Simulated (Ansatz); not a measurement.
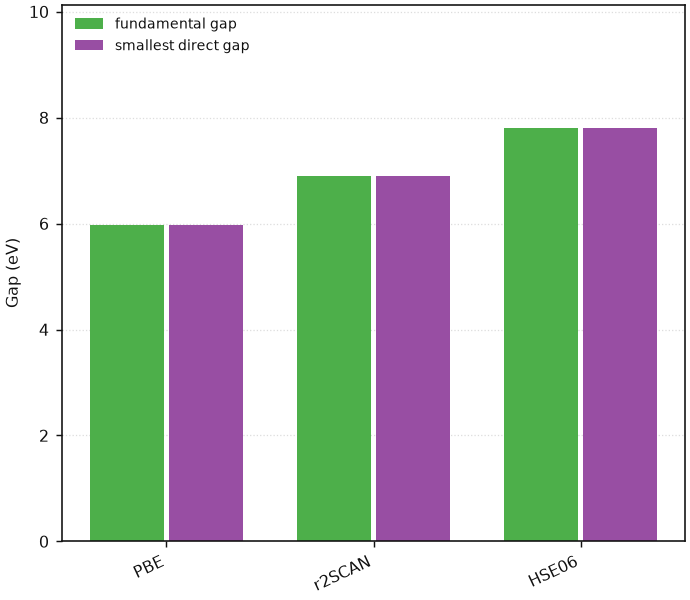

Gaps of MgO, space group I4/mmm, 2 atoms in the cell, rocksalt type, biaxial (xy) strain −5.9%, at several levels of theory on one cell (Ansatz, plane waves and PAW; edges over the mesh and the special points).

### How does the gap depend on the level, and does its kind change?

In rising order: PBE 5.97 eV, r2SCAN 6.91 eV and HSE06 7.80 eV. It is direct at every level.
